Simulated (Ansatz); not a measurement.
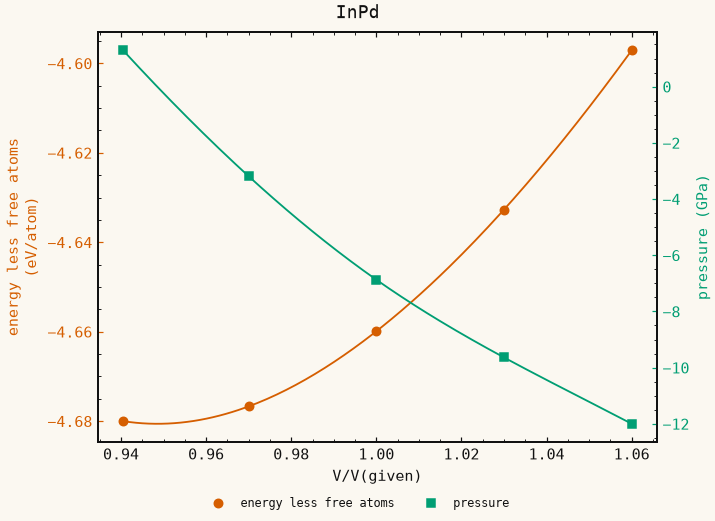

Plotted: energy less free atoms and pressure against V/V(given) for InPd, space group Pm-3m (No. 221).

Structure:
```
CELL_PARAMETERS angstrom
3.27188 0.00000 0.00000
0.00000 3.27188 0.00000
0.00000 0.00000 3.27188
ATOMIC_POSITIONS crystal
In 0.00000 0.00000 0.00000
Pd 0.50000 0.50000 0.50000
```

Computed with Ansatz 0.2.0: periodic Kohn-Sham DFT of a crystal at fixed atoms, scaled to the stated factor times the given cell; pressure positive in compression, energy less spherical unpolarised free atoms. Level: LDA.

```tsv
setting	value
method	all-electron LAPW
relativity	scalar
k mesh	13×13×13
occupations	Fermi–Dirac
smearing width	0.03 eV
basis error target	1 (meV/atom)
nucleus	Gaussian
```

V(given) is 17.51 Å³/atom.

Q: What does the energy less free atoms do across the range?

A: It rises from −4.6800 eV/atom at V/V(given) 0.941 to −4.5971 eV/atom at 1.060.

Q: Read off the course of the pressure.

A: It falls from 1.3 GPa at V/V(given) 0.941 to −12.0 GPa at 1.060, and changes sign near 0.949.

Q: What does the calculation give for the volume at zero pressure from a fit of the pressures?

A: 16.6 Å³/atom.

Q: What does the calculation give for the bulk modulus from that fit?

A: 148 GPa.
